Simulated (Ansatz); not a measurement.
**PbSe: 7 runs along one coordinate**

System: PbSe (Fmmm, 2 atoms in the cell).
Method: DFT PBE, scalar-relativistic, plane waves, PAW, no spin polarisation (Ansatz 0.2.0).

The 7 runs differ only in the geometry, by a strain of the cell at fixed fractional positions. Against run 4, the strain is εxx = −0.98 η and εyy = η. The structure derives from an entry of the Crystallography Open Database.

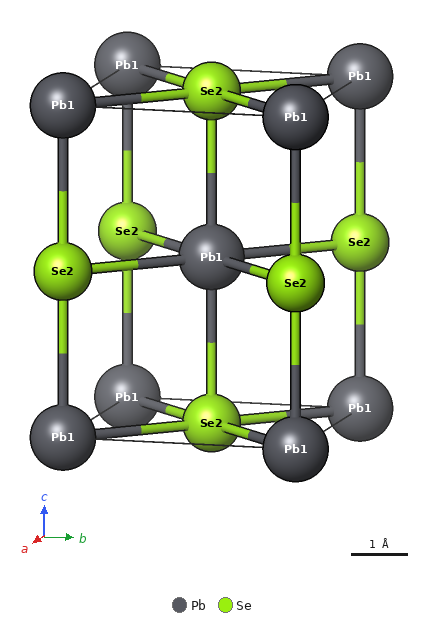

Figure 1. The structure of run 4 (ball-and-stick view of the cell 2 times as large as that of the calculation, set on its symmetry axes, seen slightly off an axis; atoms are numbered from 1 in the order of the input). An atom can appear more than once, as a periodic image.

### Input of run 4
```yaml
crystal:
  lattice:
    - [0.0, 3.0315285, 3.06215]
    - [3.0927715, 0.0, 3.06215]
    - [3.0927715, 3.0315285, 0.0]
  atoms:
    - { symbol: Pb, position: [0.0, 0.0, 0.0] }
    - { symbol: Se, position: [0.5, 0.5, 0.5] }
basis:
  ecutwfc: 420
kpoints:
  mp_grid: { grid: [10, 10, 10] }
hamiltonian:
  xc: pbe
scf:
  occupations: { method: gaussian, width: 0.03 }
output:
  forces: true
  stress: true
  eigenvalues: true
```

Command:
```bash
ansatz run input.yaml --threads 1 --pin off --max-ram 2560MiB --backend cpu --events-out ev --progress --plain --runs-dir out
```

Lattice vectors (Å) and fractional positions of run 4:
```
   0.000000    3.031528    3.062150
   3.092772    0.000000    3.062150
   3.092772    3.031528    0.000000
Pb  0.000000  0.000000  0.000000
Se  0.500000  0.500000  0.500000
```

Run 6 differs from it as follows:
```diff
-    - [0.0, 3.0315285, 3.06215]
-    - [3.0927715, 0.0, 3.06215]
-    - [3.0927715, 3.0315285, 0.0]
+    - [0.0, 3.123393, 3.06215]
+    - [3.000907, 0.0, 3.06215]
+    - [3.000907, 3.123393, 0.0]
```

### Results, with one run withheld

| run | strain parameter η (%) | free energy per atom, from the lowest run given (meV) | pressure (GPa) | gap on the mesh (eV) |
| --- | --- | --- | --- | --- |
| 1 | −2.0202 | 20.57 | 2.82 | 0.21 |
| 2 | −1.5152 | 14.07 | 2.68 | 0.24 |
| 3 | −0.5051 | 4.67 | 2.47 | 0.27 |
| 4 | 0.0000 | 1.75 | 2.40 | 0.28 |
| 5 | 0.5051 | 0.00 | 2.37 | 0.29 |
| 6 | 3.0303 | ? | ? | ? |
| 7 | 5.0505 | 37.28 | 3.18 | 0.15 |

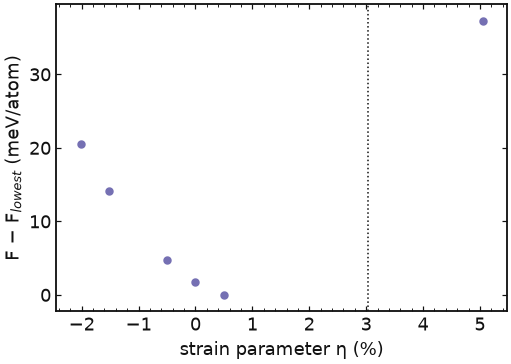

Figure 2. Free energy per atom of the runs given; the dotted line marks run 6.

Fit the runs given and predict run 6.

A cubic polynomial in the coordinate, fitted to the 6 runs given, misses them by at most 0.01 meV per atom. With x = η − 0.2525, it reads F = 0.72662 − 3.4437 x + 2.3193 x² − 0.0028569 x³ (meV per atom). At run 6 it gives 9.00 meV per atom, and the run itself gives 8.77. The fit has its minimum at η = 0.9959 %. The gap on the mesh lies between 0.15 eV (run 7) and 0.29 eV (run 5); run 6 has 0.26 eV. These are gaps of this functional on this mesh, which can miss the band edges; they aren't the measured gap.

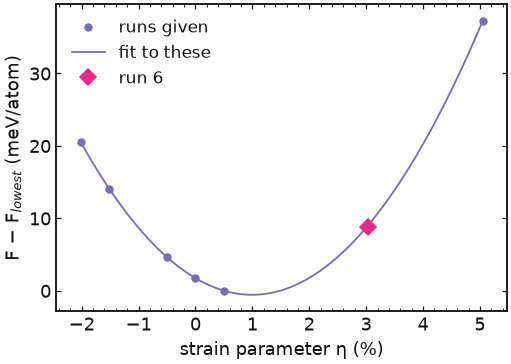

Figure 3. The fit and the withheld run.

### Output, shortened to warnings, some set-up lines, iterations and results (run 6)
```
Basis set: ecut = 420 eV, 1123 PW (Γ), exchange–correlation on 60×60×60 points (8 copies of the dense FFT grid, shifted against one another)
Symmetry: 8 space group operations
k-points: 171 of 1000
Initial density: superposition of atomic densities (neutral atoms: chi_scale 0, normalization atom), corrected by the library's trained network
[...]
SCF iter   1: F=—  HF=-17376.585684 eV  |F-HF|=—  |Δ(HF+E_count)|=         —  Δρ=6.49e-4  dr2=2.63e-4  ethr=1.77e-3  ⟨swp⟩=6.2  Hψ=16031  notcnv=0
SCF iter   2: F=—  HF=-17376.584807 eV  |F-HF|=—  |Δ(HF+E_count)|=   8.77e-4  Δρ=3.91e-4  dr2=4.71e-5  ethr=8.76e-7  ⟨swp⟩=2.2  Hψ=7437  notcnv=0
SCF iter   3: F=—  HF=-17376.584814 eV  |F-HF|=—  |Δ(HF+E_count)|=   7.89e-6  Δρ=1.93e-4  dr2=1.10e-5  ethr=1.57e-7  ⟨swp⟩=2.0  Hψ=5814  notcnv=0
SCF iter   4: F=—  HF=-17376.584832 eV  |F-HF|=—  |Δ(HF+E_count)|=   1.75e-5  Δρ=6.03e-5  dr2=2.64e-6  ethr=3.66e-8  ⟨swp⟩=2.0  Hψ=4969  notcnv=0
SCF iter   5: F=—  HF=-17376.584831 eV  |F-HF|=—  |Δ(HF+E_count)|=   1.16e-6  Δρ=1.88e-5  dr2=2.26e-7  ethr=8.78e-9  ⟨swp⟩=2.0  Hψ=4916  notcnv=0
SCF iter   6: F=-17376.584831 eV  HF=-17376.584831 eV  |F-HF|=5.03e-9  |Δ(HF+E_count)|=   4.95e-8  Δρ=3.35e-6  dr2=4.37e-9  ethr=3.33e-10  ⟨swp⟩=5.6  Hψ=14998  notcnv=0
SCF 1 converged in 6 iterations: F = -17376.584831 eV  dr2 = 4.37e-9
SCF converged after 6 iterations
Free energy (F): -17376.584831 eV
Harris-Foulkes:  -17376.584831 eV  (|F-HF|=5.03e-9)
Internal energy: -17376.584831 eV  (E = F + TS)
E sigma→0 (E₀):  -17376.584831 eV
Fermi energy:    9.171993 eV
--- Per-component energies (eV) ---
  E_band       = -425.452358
  E_kinetic    = 406.328606
  E_local      = -3531.750182  (includes V_loc(G=0)·N_el)
  E_nonlocal   = -245.942194
  E_hartree    = 1644.720106
  E_xc         = -325.869121
  E_vxc        = -231.593239  (∫ρ·V_xc dr)
  E_paw        = -12314.653174  (= ΣΔE_a)
  E_vpaw       = -111.930919  (= ΣTr[D̂ρ^β])
  E_aug_tail   = -0.000547  (compensation charges beyond the density's cutoff)
  E_ewald      = -3009.418326
  E_smearing   = -0.000000  (= −TS)
  E_closure    = 0.000000  (closes the sum)
  Σ components = -17376.584831   (vs F -17376.584831, Δ=0.00e0)
--- Forces (eV/Å), atoms counted from 1 ---
  atom   1  Pb     0.00000000     0.00000000     0.00000000
  atom   2  Se     0.00000000     0.00000000     0.00000000
  max |Σ_I F_I| component: 6.31e-30 eV/Å
--- Stress (GPa, compression-positive) ---
        5.228523       0.000000       0.000000
        0.000000       0.093531       0.000000
        0.000000       0.000000       2.355331
  P = ⅓ Tr σ = 2.5591 GPa (25.591 kbar)
```

Notes: Spin–orbit coupling is left out, which matters for Pb.
